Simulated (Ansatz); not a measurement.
## Electronic structure of Ti3Al5 in real space

Input

```
crystal:
  lattice:
    - [3.89538318, 0.0, 0.0]
    - [0.0, 3.89538318, 0.0]
    - [0.0, 0.0, 8.32602421]
  atoms:
    - { symbol: Ti, position: [0.0, 0.0, 0.5] }
    - { symbol: Ti, position: [0.5, 0.5, 0.0] }
    - { symbol: Ti, position: [0.5, 0.5, 0.5] }
    - { symbol: Al, position: [0.0, 0.5, 0.25048797] }
    - { symbol: Al, position: [0.0, 0.5, 0.74951203] }
    - { symbol: Al, position: [0.5, 0.0, 0.25048797] }
    - { symbol: Al, position: [0.5, 0.0, 0.74951203] }
    - { symbol: Al, position: [0.0, 0.0, 0.0] }
basis:
  ecutwfc: 420
kpoints:
  mp_grid: { grid: [10, 10, 4] }
hamiltonian:
  xc: pbesol
scf:
  occupations: { method: gaussian, width: 0.1 }
output:
  forces: true
  stress: true
  eigenvalues: true
  write_density: true
  write_potential: true
  elf: true
  volumetric_format: npy
relax:
  adjacent_minimum: "off"
  f_tol: 0.005
  max_steps: 80
  cell: { stress_tol: 0.05 }
```

Launched as:

```sh
ansatz run input.yaml --threads 4 --pin off --max-ram 12288MiB --backend cpu --events-out ev --progress --plain --runs-dir out
```

Below, planes, directions and counts refer to the conventional cell (a = 3.88 Å, b = 3.88 Å, c = 8.30 Å, α = 90.00°, β = 90.00°, γ = 90.00°).

The fields are those of the run's last geometry, not of the input's.

Space group P4/mmm; a structure from a database of computed crystals, not necessarily the ambient phase; computed without spin polarisation.

These are results of DFT PBEsol, scalar-relativistic, plane waves, PAW (Ansatz 0.2.0), not measurements.

In a PAW calculation such maps are meaningful between the atoms, not at the nuclei.

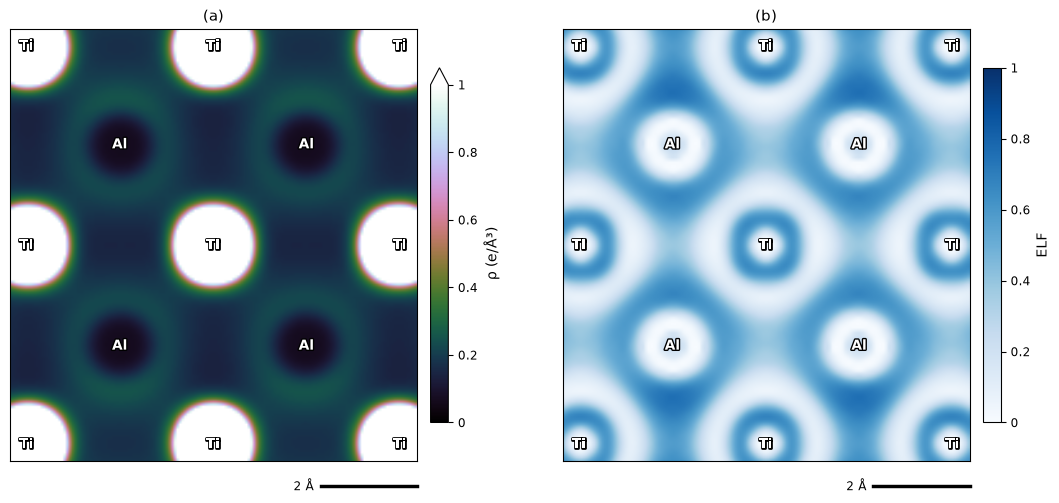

Figure 1. (a) valence electron density; (b) ELF on the (100) plane of the conventional cell.

Describe what can be read from this map.

The section cuts through Ti and Al sites.
Ti–Al (2.86 Å): ρ at the midpoint is about 0.2 e/Å³; the ELF is about 0.40 at the midpoint.
Between the atoms the lowest density in this plane is 0.14 e/Å³.
The features right at Ti lie inside the PAW spheres, where the map follows smoothed inner orbitals and isn't to be read closely.

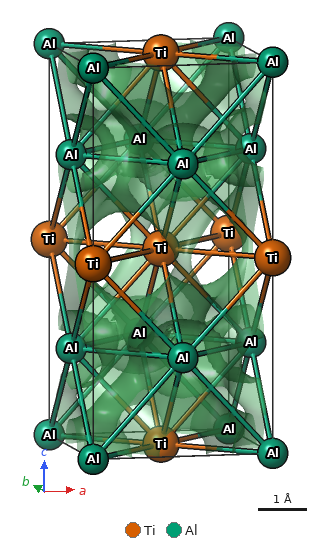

Figure 2. Isosurface of the ELF at 0.55 (green), seen slightly off an axis. Core shells and regions of very low density are left out. Sticks mark near contacts.

Identify the bonds, lone pairs and shells in this picture.

At this value the surface marks out one network that runs through the whole crystal, counted in one cell of 8 atoms. Regions shared between cells count once.


Ti–Ti (2.75 Å): the ELF is about 0.30 at the midpoint: no shared electron pair shows on this line. Ti–Al (2.75 Å): the ELF is about 0.35 at the midpoint.

Metal or insulator at this level of theory?

It is gapless in this calculation (a metal or semimetal).
